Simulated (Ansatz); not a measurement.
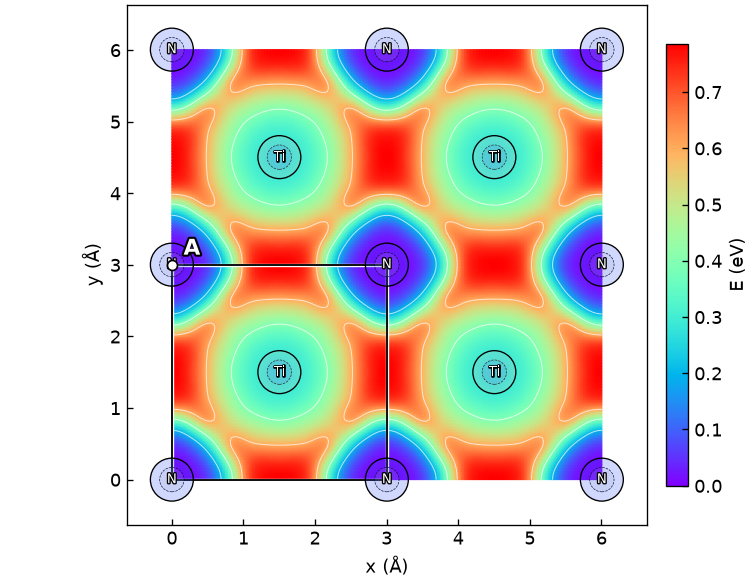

H on a TiN(100) slab cut from the Fm-3m phase, its upper half relaxed before the scan (6 atoms of substrate and one adsorbate in a 1 × 1 cell). 
- H is moved over the surface cell; relaxed at each place: the height of the adsorbate's atoms; substrate rigid; the origin of the map has the adsorbate above N6.
- Places are given modulo a cell vector. The map is drawn in real space over the plane of the surface.
- The scan uses an 8 × 8 grid; 15 points were computed and 49 follow by symmetry.
- Energies: eV, counted from the lowest grid point.
- With one adsorbate in each 1 × 1 cell, its nearest image is 3.0 Å away, so neighbouring adsorbates interact.
- All numbers below come from Ansatz 0.2.0, DFT PBE, scalar-relativistic, plane waves, PAW. Settings: cutoff 420 eV, k-mesh 9×9×1, gaussian smearing 0.1 eV, no spin polarisation.

Drawn: a smooth colour map with a few white contour lines, labelled circles for the atoms of the top layer and small ones for the second layer, the outline of one cell of the 2 × 2 shown, the point A. Between grid points the surface is interpolated.

**What is the easiest way out of the well at A, and how high is the barrier?**

The easiest path leads from the well at the top site over a surface N atom, (0/8, 0/8) of the cell vectors to the well at the top site over a surface Ti atom, (4/8, 4/8) of the cell vectors, about 0.28 eV higher. Its highest point lies about 0.57 eV above the bottom of the first well on the interpolated surface, at a bridge site between N and Ti, (2/8, 6/8) of the cell vectors. Seen from the upper well the barrier is about 0.29 eV. This is the barrier on the constrained surface; relaxing the other coordinates would change it.

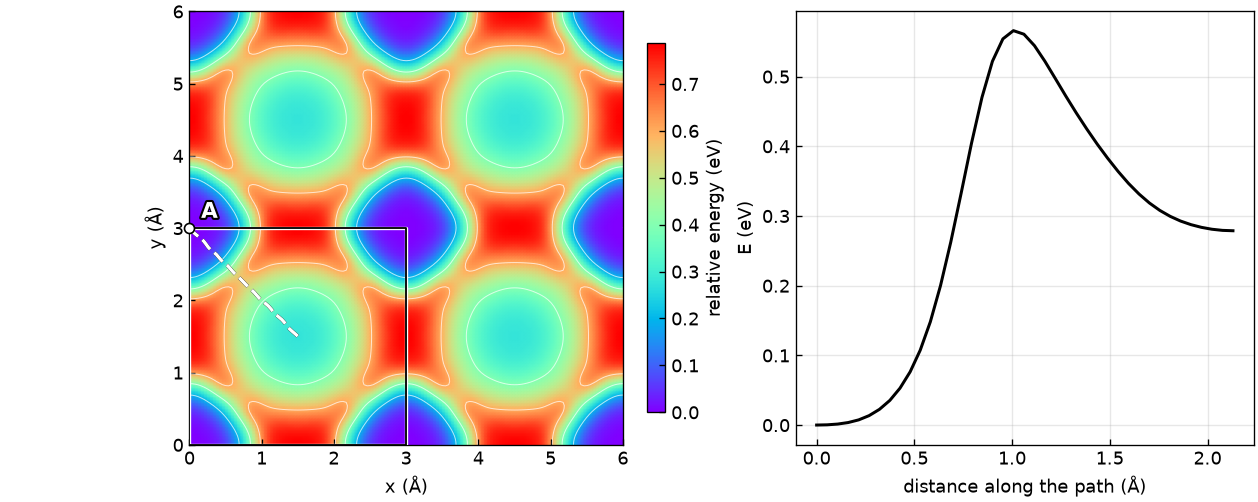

The picture shows a smooth colour map with a few white contour lines, a line along the lowest path, the outline of one cell of the 2 × 2 shown, the energy along the path at the right. Between grid points the surface is interpolated.

PAW datasets: the set soft_1.
